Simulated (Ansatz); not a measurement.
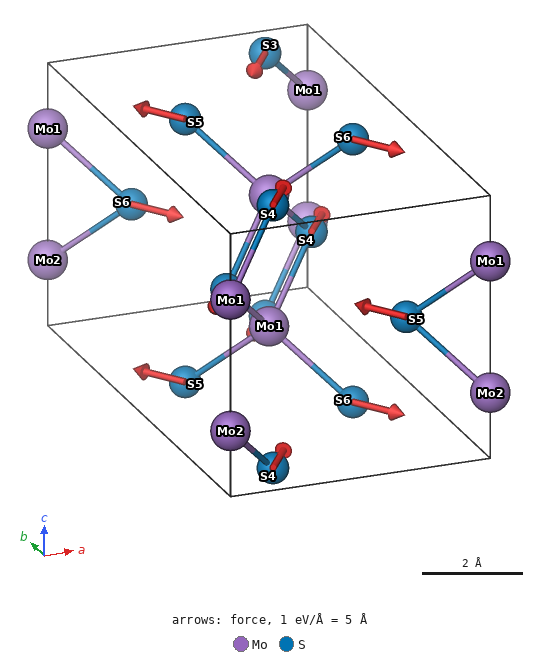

Starting geometry of crystalline MoS2 (built on the SiS2-72 type type) with the computed forces as red arrows. A ball-and-stick model of the conventional cell (2 times the calculation's cell), seen from a free direction. Lengths and directions refer to the drawn axes.

Theory: DFT, r2SCAN+rVV10, plane waves, PAW (Ansatz 0.2.0). Settings: plane-wave cutoff 500 eV; k-point mesh 6 × 6 × 6; occupations fermi dirac; smearing width 0.03 eV; no spin polarisation; cell and atoms relaxed; force threshold 0.01 eV/Å; at most 120 steps.

Question: What follows when this structure is relaxed?

Answer: It isn't relaxed: the largest force vector, on S atoms, is 0.25 eV/Å. The final displacements follow the starting forces only in part (cosine between the two patterns 0.66). The largest moves relative to the cell, 0.091 Å, are those of S3, S4, S5 and S6. S3 goes along [1 −2 0]. Mo stays in place. Cell: a 5.596 → 5.031 Å (−10.1 %), b 9.909 → 10.723 Å (+8.2 %), c 5.667 → 5.680 Å (+0.2 %). Volume −2.5 %. Among the contacts that change: Mo1–S3 2.262 → 2.270 Å, Mo1–Mo2 2.834 → 2.840 Å. Among the angles between lasting bonds that change: S3–Mo1–S6 120.5° → 110.0°, S3–Mo1–S5 106.1° → 116.2°. The space group stays Ibam (No. 72). Over 14 accepted moves (16 points after the start) the energy falls by 5.0 meV per atom. The largest force component goes from 0.21 to 0.00011 eV/Å. The pressure goes from 0.62 to 0.00 GPa. The line search rejected the trial step at point 10 of the run. The SCF was repeated once at an unchanged geometry on a basis and grid sized afresh for the cell, which shifted the energy by less than 0.05 meV per atom at most.
